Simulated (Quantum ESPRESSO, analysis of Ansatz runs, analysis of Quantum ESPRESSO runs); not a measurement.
# Ga-H pair in Si: local vibrational mode, PBE (Quantum ESPRESSO)

How near does this set-up come to the measured local vibrational mode? Subject: Ga-H pair in Si. Set-up: PBE, GBRV 1.5 PBE, 64-site cell, measured lattice, k: the zone centre alone. The model is a cell of 64 host atoms with Ga put on another atom's site and H put in between. The frequencies come from force constants among the defect atom and its neighbours, with the masses of the isotopes named. The measured lattice removes the functional's error in the volume.

Measured beforehand: Si-H stretch, 1H: 2171 cm⁻¹, by IR absorption (quoted in “Local vibrational modes of impurities in silicon”, 2008, M.D. McCluskey, quoting earlier work (1987)).

Calculated with Quantum ESPRESSO 7.5; Quantum ESPRESSO plane-wave DFT, PBE, GBRV 1.5 PBE potentials; relaxation of all atoms of a defect supercell.

### 1. Starting point

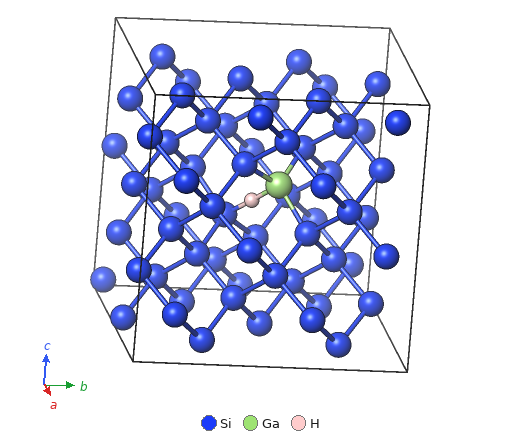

Start, viewed slightly off an axis; silicon blue, gallium green, hydrogen pink. Bonds to atoms that aren't drawn are left out.

The cell holds 65 atoms: 63 Si, 1 Ga and 1 H. Its edges and angles: a = 10.862 Å, b = 10.862 Å, c = 10.862 Å, α = 90.0°, β = 90.0°, γ = 90.0°. It derives from Si (space group Fd-3m). Nearest the centre at fractional (0.346, 0.346, 0.346): H65 at 0.56 Å, Ga8 at 1.00 Å, Si4 at 2.06 Å, Si49 at 2.57 Å, Si27 at 2.58 Å, Si42 at 2.60 Å, Si7 at 3.41 Å, Si5 at 3.41 Å.

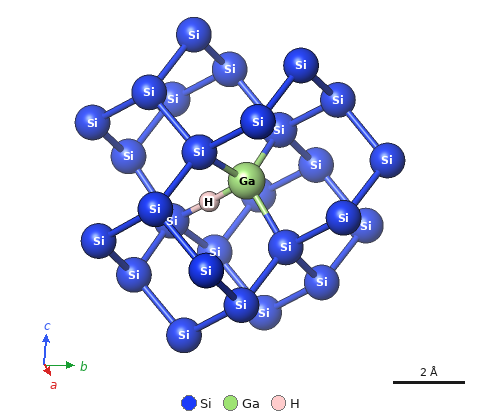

The atoms within 5 Å of the centre.

The host's primitive cell comes from a first run (Quantum ESPRESSO plane-wave DFT, PBE, GBRV 1.5 PBE potentials; relaxation of all atoms of a defect-free cell): vectors of 3.840, 3.840 and 3.840 Å. That is 20.02 Å³ an atom. The supercell is built on it.

### 2. Relaxation, charge 0

Every later number rests on the structure around the defect, so the atoms are relaxed at the host's lattice first.

Input file pw.in:

```
&CONTROL
  calculation = 'relax'
  prefix = 'pwscf'
  outdir = './tmp'
  pseudo_dir = './pseudo'
  tprnfor = .true.
  disk_io = 'low'
  nstep = 70
  forc_conv_thr = 0.00039
  etot_conv_thr = 0.0001
/
&SYSTEM
  ibrav = 0
  nat = 65
  ntyp = 3
  ecutwfc = 45
  ecutrho = 360
  nbnd = 140
  occupations = 'smearing'
  smearing = 'fd'
  degauss = 0.00073499
  nosym = .true.
/
&ELECTRONS
  conv_thr = 6d-08
  electron_maxstep = 100
  mixing_beta = 0.5
/
&IONS
  ion_dynamics = 'bfgs'
/
ATOMIC_SPECIES
Si    28.0850 si_pbe_v1.uspp.F.UPF
Ga    69.7230 ga_pbe_v1.4.uspp.F.UPF
H      1.0080 h_pbe_v1.4.uspp.F.UPF
CELL_PARAMETERS angstrom
  10.8619200000    0.0000000000    0.0000000000
   0.0000000000   10.8619200000    0.0000000000
   0.0000000000    0.0000000000   10.8619200000
ATOMIC_POSITIONS crystal
Si    -0.0013990522   -0.0001442982    0.2511883597
Si    -0.0016314896    0.2507923520   -0.0003174708
Si     0.2490189648    0.0005984879   -0.0014386625
Si     0.2369571588    0.2350342303    0.2374267995
Si     0.1242645551    0.1253472708    0.3766519356
Si     0.1232307795    0.3752187655    0.1245391657
Si     0.3732842879    0.1243317768    0.1250133153
Ga     0.3984500141    0.3975848877    0.4000985264
Si     0.0006010218    0.0016908288    0.7504125995
Si     0.0007506092    0.2502613641    0.5016609161
Si     0.2489625721    0.0015017386    0.5002426770
Si     0.2482375111    0.2505327716    0.7500124511
Si     0.1254814485    0.1262920975    0.8737797299
Si     0.1236968462    0.3740163337    0.6241487900
Si     0.3751028051    0.1236028743    0.6238050780
Si     0.3749602461    0.3732289970    0.8744976698
Si     0.0007555009    0.4990431371    0.2513798548
Si    -0.0018018446    0.7503789554    0.0000107952
Si     0.2496295722    0.4985532033    0.0010770005
Si     0.2504823777    0.7484918363    0.2490602546
Si     0.1256729958    0.6240948029    0.3735446436
Si     0.1257339038    0.8759821627    0.1236262790
Si     0.3758078165    0.6233512625    0.1248604834
Si     0.3737401245    0.8749483054    0.3763417932
Si     0.0013832600    0.4991412680    0.7508599644
Si     0.0011565563    0.7512531905    0.5006944485
Si     0.2506043656    0.4982861366    0.5002962805
Si     0.2518322478    0.7499151641    0.7501613645
Si     0.1238894169    0.6259990205    0.8739234634
Si     0.1244912033    0.8766361145    0.6243257428
Si     0.3746875082    0.6255234309    0.6232625488
Si     0.3742784338    0.8757308531    0.8765282551
Si     0.5005117930    0.0016094811    0.2492665110
Si     0.5006858307    0.2491129104    0.0014605054
Si     0.7481645756   -0.0001293353    0.0000696951
Si     0.7493651402    0.2516999090    0.2503124578
Si     0.6252675984    0.1241363937    0.3766040396
Si     0.6259258907    0.3734314460    0.1252696894
Si     0.8748926536    0.1232342634    0.1255108998
Si     0.8745202471    0.3764831591    0.3759800224
Si     0.5006258512    0.0017299895    0.7499237483
Si     0.5002056267    0.2492105133    0.5016506956
Si     0.7492217959    0.0010589787    0.5012897016
Si     0.7504194960    0.2511169687    0.7485975837
Si     0.6246580421    0.1267857331    0.8747091571
Si     0.6242055435    0.3766167055    0.6253814050
Si     0.8742345506    0.1233338548    0.6248314328
Si     0.8767555679    0.3746231413    0.8745921684
Si     0.4987608299    0.4992250221    0.2511199261
Si     0.4993308120    0.7508404238   -0.0014954073
Si     0.7487793922    0.5013251921   -0.0003799344
Si     0.7510407056    0.7500754138    0.2484828935
Si     0.6241486091    0.6248326005    0.3733759684
Si     0.6251640554    0.8760159290    0.1265268732
Si     0.8761202058    0.6264497628    0.1251835600
Si     0.8764006978    0.8759899272    0.3756696695
Si     0.5006108163    0.4990213545    0.7485648958
Si     0.4988475968    0.7494749565    0.4986633386
Si     0.7508479252    0.5000761771    0.5016326627
Si     0.7508122657    0.7514342750    0.7491793616
Si     0.6253492281    0.6243800028    0.8766982376
Si     0.6257093547    0.8755268980    0.6266154139
Si     0.8751531434    0.6232426427    0.6244721648
Si     0.8741878325    0.8762442047    0.8739124770
H      0.3149489515    0.3174315620    0.3160154549
K_POINTS gamma
```

On the command line:

```
OMP_NUM_THREADS=1 mpirun -n 4 pw.x -in pw.in > pw.out
```

What it wrote:

```text
This program is part of the open-source Quantum ESPRESSO suite
     for quantum simulation of materials; please cite
         "P. Giannozzi et al., J. Phys.:Condens. Matter 21 395502 (2009);
         "P. Giannozzi et al., J. Phys.:Condens. Matter 29 465901 (2017);
         "P. Giannozzi et al., J. Chem. Phys. 152 154105 (2020);
          URL
     in publications or presentations arising from this work. More details at

     gamma-point specific algorithms are used

     Subspace diagonalization in iterative solution of the eigenvalue problem:
     a serial algorithm will be used

     --------------------
     sticks:   dense  smooth     PW     G-vecs:    dense   smooth      PW
     Min        3009    1500    371               249227    87984   10964
     Max        3012    1502    374               249236    87994   10970
     Sum       12041    6005   1489               996923   351963   43867

     Using Slab Decomposition

     bravais-lattice index     =            0
     lattice parameter (alat)  =      20.5261  a.u.
     unit-cell volume          =    8648.0143 (a.u.)^3
     number of atoms/cell      =           65
     number of atomic types    =            3
     number of electrons       =       272.00
     number of Kohn-Sham states=          140
     kinetic-energy cutoff     =      45.0000  Ry
     charge density cutoff     =     360.0000  Ry
     scf convergence threshold =      6.0E-08
     mixing beta               =       0.5000
     number of iterations used =            8  plain     mixing
     energy convergence thresh.=      1.0E-04
     force convergence thresh. =      3.9E-04
     Exchange-correlation=  SLA  PW   PBX  PBC
                           (   1   4   3   4   0   0   0)
     nstep                     =           70

     celldm(1)=  20.526054  celldm(2)=   0.000000  celldm(3)=   0.000000
     celldm(4)=   0.000000  celldm(5)=   0.000000  celldm(6)=   0.000000

     crystal axes: (cart. coord. in units of alat)
               a(1) = (   1.000000   0.000000   0.000000 )
               a(2) = (   0.000000   1.000000   0.000000 )
               a(3) = (   0.000000   0.000000   1.000000 )

     reciprocal axes: (cart. coord. in units 2 pi/alat)
               b(1) = (  1.000000  0.000000  0.000000 )
               b(2) = (  0.000000  1.000000  0.000000 )
               b(3) = (  0.000000  0.000000  1.000000 )

     PseudoPot. # 1 for Si read from file:
     si_pbe_v1.uspp.F.UPF
     Pseudo is Ultrasoft + core correction, Zval =  4.0
     Generated by new atomic code, or converted to UPF format
     Using radial grid of  899 points,  6 beta functions with:
                l(1) =   0
                l(2) =   0
                l(3) =   1
                l(4) =   1
                l(5) =   2
                l(6) =   2
     Q(r) pseudized with  8 coefficients,  rinner =    0.900   0.900   0.900
                                                       0.900   0.900

     PseudoPot. # 2 for Ga read from file:
     ga_pbe_v1.4.uspp.F.UPF
     Pseudo is Ultrasoft + core correction, Zval = 19.0
     Generated by new atomic code, or converted to UPF format
     Using radial grid of  871 points,  6 beta functions with:
                l(1) =   0
                l(2) =   0
                l(3) =   1
                l(4) =   1
                l(5) =   2
                l(6) =   2
     Q(r) pseudized with  8 coefficients,  rinner =    1.250   1.250   1.250
                                                       1.250   1.250

     PseudoPot. # 3 for H  read from file:
     h_pbe_v1.4.uspp.F.UPF
     Pseudo is Ultrasoft, Zval =  1.0
     Generated by new atomic code, or converted to UPF format
     Using radial grid of  615 points,  2 beta functions with:
                l(1) =   0
                l(2) =   0
     Q(r) pseudized with  8 coefficients,  rinner =    0.700

     atomic species   valence    mass     pseudopotential
     Si                4.00    28.08500     Si( 1.00)
     Ga               19.00    69.72300     Ga( 1.00)
     H                 1.00     1.00800     H ( 1.00)

     No symmetry found

   Cartesian axes

     site n.     atom                  positions (alat units)
         1        Si     tau(   1) = (  -0.0013991  -0.0001443   0.2511884  )
         2        Si     tau(   2) = (  -0.0016315   0.2507924  -0.0003175  )
         3        Si     tau(   3) = (   0.2490190   0.0005985  -0.0014387  )
         4        Si     tau(   4) = (   0.2369572   0.2350342   0.2374268  )
         5        Si     tau(   5) = (   0.1242646   0.1253473   0.3766519  )
         6        Si     tau(   6) = (   0.1232308   0.3752188   0.1245392  )
         7        Si     tau(   7) = (   0.3732843   0.1243318   0.1250133  )
         8        Ga     tau(   8) = (   0.3984500   0.3975849   0.4000985  )
         9        Si     tau(   9) = (   0.0006010   0.0016908   0.7504126  )
        10        Si     tau(  10) = (   0.0007506   0.2502614   0.5016609  )
        11        Si     tau(  11) = (   0.2489626   0.0015017   0.5002427  )
        12        Si     tau(  12) = (   0.2482375   0.2505328   0.7500125  )
        13        Si     tau(  13) = (   0.1254814   0.1262921   0.8737797  )
        14        Si     tau(  14) = (   0.1236968   0.3740163   0.6241488  )
        15        Si     tau(  15) = (   0.3751028   0.1236029   0.6238051  )
        16        Si     tau(  16) = (   0.3749602   0.3732290   0.8744977  )
        17        Si     tau(  17) = (   0.0007555   0.4990431   0.2513799  )
[...]
57        Si     tau(  57) = (   0.5006108   0.4990214   0.7485649  )
        58        Si     tau(  58) = (   0.4988476   0.7494750   0.4986633  )
        59        Si     tau(  59) = (   0.7508479   0.5000762   0.5016327  )
        60        Si     tau(  60) = (   0.7508123   0.7514343   0.7491794  )
        61        Si     tau(  61) = (   0.6253492   0.6243800   0.8766982  )
        62        Si     tau(  62) = (   0.6257094   0.8755269   0.6266154  )
        63        Si     tau(  63) = (   0.8751531   0.6232426   0.6244722  )
        64        Si     tau(  64) = (   0.8741878   0.8762442   0.8739125  )
        65        H      tau(  65) = (   0.3149490   0.3174316   0.3160155  )

     number of k points=     1  Fermi-Dirac smearing, width (Ry)=  0.0007
                       cart. coord. in units 2pi/alat
        k(    1) = (   0.0000000   0.0000000   0.0000000), wk =   2.0000000

     Dense  grid:   498462 G-vectors     FFT dimensions: ( 125, 125, 125)

     Smooth grid:   175982 G-vectors     FFT dimensions: (  90,  90,  90)

[...]
atom    4 type  1   force =     0.00004371    0.00014212    0.00005564
     atom    5 type  1   force =    -0.00008820   -0.00019714   -0.00004596
     atom    6 type  1   force =    -0.00013745   -0.00007359   -0.00005126
     atom    7 type  1   force =     0.00000013   -0.00012950   -0.00019763
     atom    8 type  2   force =     0.00011439    0.00018419    0.00002534
     atom    9 type  1   force =     0.00019895    0.00010413   -0.00015859
     atom   10 type  1   force =    -0.00025664   -0.00009424   -0.00013809
     atom   11 type  1   force =     0.00002258   -0.00025291   -0.00009950
     atom   12 type  1   force =    -0.00002676   -0.00005260    0.00014575
     atom   13 type  1   force =    -0.00021537   -0.00023700    0.00022335
     atom   14 type  1   force =     0.00009968    0.00013201    0.00008316
     atom   15 type  1   force =    -0.00007231    0.00015579    0.00006693
     atom   16 type  1   force =     0.00016438   -0.00001894   -0.00007795
[...]
Total force =     0.001875     Total SCF correction =     0.000040
     Energy error            =      8.2E-06 Ry
     Gradient error          =      4.2E-04 Ry/Bohr

     number of scf cycles    =  17
     number of bfgs steps    =  16

     energy             old  =   -1020.5122395134 Ry
     energy             new  =   -1020.5122477208 Ry

     CASE: energy            _new < energy            _old

     new trust radius        =       0.0017442528 bohr
     new conv_thr            =       0.0000000006 Ry

ATOMIC_POSITIONS (crystal)
Si              -0.0022078059       -0.0021330234        0.2494525747
Si              -0.0024985409        0.2491815080       -0.0022570527
Si               0.2491766430       -0.0020306395       -0.0019844422
Si               0.2315075331        0.2320186814        0.2317080514
Si               0.1201864981        0.1204647381        0.3766531353
Si               0.1198028081        0.3765322299        0.1200377722
Si               0.3764857442        0.1204591046        0.1204304115
Ga               0.4031743558        0.4028803188        0.4034692151
Si              -0.0002522451       -0.0000165106        0.7494710209
Si              -0.0006886125        0.2508319094        0.5001725507
Si               0.2505217261       -0.0004233101        0.5001944840
Si               0.2501000801        0.2502579333        0.7496843741
Si               0.1248467135        0.1249780678        0.8741190247
Si               0.1237729409        0.3753596078        0.6262132899
Si               0.3751841976        0.1237401748        0.6263793033
Si               0.3749436621        0.3752870517        0.8744519558
[...]
NEW-OLD atomic charge density approx. for the potential

     Self-consistent Calculation

     iteration #  1     ecut=    45.00 Ry     beta= 0.50
     Davidson diagonalization with overlap
     ethr =  1.00E-06,  avg # of iterations =  3.0

     Threshold (ethr) on eigenvalues was too large:
     Diagonalizing with lowered threshold

     Davidson diagonalization with overlap
     ethr =  5.54E-10,  avg # of iterations =  8.0

     total energy              =   -1020.51225252 Ry
     estimated scf accuracy    <       0.00000219 Ry

     iteration #  2     ecut=    45.00 Ry     beta= 0.50
     Davidson diagonalization with overlap
     ethr =  8.06E-10,  avg # of iterations =  3.0

     total energy              =   -1020.51225270 Ry
     estimated scf accuracy    <       0.00000088 Ry

     iteration #  3     ecut=    45.00 Ry     beta= 0.50
     Davidson diagonalization with overlap
     ethr =  3.23E-10,  avg # of iterations =  3.0

     total energy              =   -1020.51225286 Ry
     estimated scf accuracy    <       0.00000029 Ry

     iteration #  4     ecut=    45.00 Ry     beta= 0.50
     Davidson diagonalization with overlap
     ethr =  1.05E-10,  avg # of iterations =  2.0

     total energy              =   -1020.51225289 Ry
     estimated scf accuracy    <       0.00000008 Ry

     iteration #  5     ecut=    45.00 Ry     beta= 0.50
     Davidson diagonalization with overlap
     ethr =  2.76E-11,  avg # of iterations =  4.0

     total energy              =   -1020.51225290 Ry
     estimated scf accuracy    <          3.7E-09 Ry

     iteration #  6     ecut=    45.00 Ry     beta= 0.50
     Davidson diagonalization with overlap
     ethr =  1.34E-12,  avg # of iterations =  6.0

     total energy              =   -1020.51225290 Ry
     estimated scf accuracy    <          1.2E-09 Ry

     iteration #  7     ecut=    45.00 Ry     beta= 0.50
     Davidson diagonalization with overlap
     ethr =  4.32E-13,  avg # of iterations =  3.0

     End of self-consistent calculation

          k = 0.0000 0.0000 0.0000 ( 21934 PWs)   bands (ev):

[...]
2.4085   2.4540   2.4541   2.4701   2.4707   2.4759   2.4894   2.4895
     2.5063   2.5068   2.5143   2.5197   2.5383   2.5404   2.5406   2.7089
     2.7266   2.7267   2.7678   2.7682   2.8865   2.8872   2.8886   3.3564
     3.4268   3.4269   3.4432   3.5022   3.5023   4.2711   4.3313   4.3317
     4.3828   4.3881   4.3885   4.3895   4.3898   4.4065   4.4069   4.5123
     4.5124   4.8406   4.8991   4.8996   4.9251   4.9461   4.9536   4.9537
     4.9634   4.9856   4.9858   5.0097   5.0098   5.0448   5.0582   5.0586
     5.0956   5.0959   5.1091   5.4553   5.4557   6.2607   6.3467   6.3473
     6.8927   6.9084   7.0181   7.0181

     the Fermi energy is     6.6079 ev

!    total energy              =   -1020.51225290 Ry
     estimated scf accuracy    <          1.7E-10 Ry
     smearing contrib. (-TS)   =      -0.00000000 Ry
     internal energy E=F+TS    =   -1020.51225290 Ry

     The total energy is F=E-TS. E is the sum of the following terms:
     one-electron contribution =    -374.84285261 Ry
     hartree contribution      =     309.74823108 Ry
     xc contribution           =    -321.49768596 Ry
     ewald contribution        =    -633.91994541 Ry

     convergence has been achieved in   7 iterations

     Forces acting on atoms (cartesian axes, Ry/au):

[...]
atom   58 type  1   force =     0.00022998    0.00027081    0.00012566
     atom   59 type  1   force =     0.00018403    0.00010840    0.00009817
     atom   60 type  1   force =    -0.00016425   -0.00018682   -0.00005954
     atom   61 type  1   force =     0.00002370    0.00013080    0.00007728
     atom   62 type  1   force =     0.00011819    0.00002923    0.00007996
     atom   63 type  1   force =     0.00010915    0.00014776    0.00015858
     atom   64 type  1   force =    -0.00001150   -0.00001168    0.00001277
     atom   65 type  3   force =     0.00009275    0.00038919    0.00008764

     Total force =     0.001431     Total SCF correction =     0.000044
     Energy error            =      5.2E-06 Ry
     Gradient error          =      3.9E-04 Ry/Bohr

     bfgs converged in  18 scf cycles and  17 bfgs steps
     (criteria: energy <  1.0E-04 Ry, force <  3.9E-04 Ry/Bohr)

     End of BFGS Geometry Optimization

     Final energy             =   -1020.5122529019 Ry

     File ./tmp/pwscf.bfgs deleted, as requested
Begin final coordinates

ATOMIC_POSITIONS (crystal)
[...]
Si               0.4999592755        0.7496310962        0.5001357247
Si               0.7493764205        0.5002194297        0.5001802113
Si               0.7500324758        0.7502024483        0.7500862854
Si               0.6248584095        0.6249758407        0.8748522141
Si               0.6247545720        0.8749002956        0.6249421592
Si               0.8747575118        0.6248572077        0.6249963693
Si               0.8749372413        0.8752552249        0.8751746638
H                0.3098694182        0.3132578458        0.3103792129
End final coordinates

=------------------------------------------------------------------------------=
   JOB DONE.
=------------------------------------------------------------------------------=
```

Run time: 17 min. Hardware: 4 MPI ranks of Arm Neoverse V1, shared host; peak memory 3.5 GiB.

Step by step:

| step | energy less that of the first step (eV) |
| --- | --- |
| 0 | 0.0000 |
| 1 | -0.3339 |
| 2 | -0.5324 |
| 3 | -0.6065 |
| 4 | -0.6325 |
| 5 | -0.6515 |
| 6 | -0.6562 |
| 7 | -0.6587 |
| 8 | -0.6602 |
| 9 | -0.6613 |
| 10 | -0.6619 |
| 11 | -0.6623 |
| 12 | -0.6626 |
| 13 | -0.6627 |
| 14 | -0.6629 |
| 15 | -0.6630 |
| 16 | -0.6631 |
| 17 | -0.6632 |

The atoms that moved most (Å):

| atom | dx | dy | dz | length |
| --- | --- | --- | --- | --- |
| Si49 | 0.090 | 0.085 | -0.067 | 0.141 |
| Si27 | -0.065 | 0.096 | 0.075 | 0.138 |
| Si42 | 0.074 | -0.053 | 0.061 | 0.109 |
| H65 | -0.055 | -0.045 | -0.061 | 0.094 |
| Si4 | -0.059 | -0.033 | -0.062 | 0.092 |
| Ga8 | 0.051 | 0.058 | 0.037 | 0.085 |
| Si7 | 0.035 | -0.042 | -0.050 | 0.074 |
| Si5 | -0.044 | -0.053 | 0.000 | 0.069 |

Neighbours of the ideal centre at the end:

| atom | distance (Å) |
| --- | --- |
| H65 | 0.651 |
| Ga8 | 1.081 |
| Si4 | 2.144 |
| Si49 | 2.709 |
| Si27 | 2.712 |
| Si42 | 2.713 |
| Si7 | 3.477 |
| Si5 | 3.479 |
| Si6 | 3.485 |

Neighbours of the added atoms: H65: Si4 1.49, Ga8 1.73, Si6 3.00 Å.

(Part 1 of 2 ends here.)

[Logs are printed without paths, hosts, clocks, repeated set-up lines and the standing remarks that a program may print on its own settings, such as how far it seeks lower states.]

[Hosts, paths, dates, database ids (printed as entryN), source tags and the programs' standing remarks are cut or masked in the printed files.]

[For some hosts the program warned that the k-mesh of the response run may be too coarse for force constants and the static dielectric constant; such warnings are not shown here.]
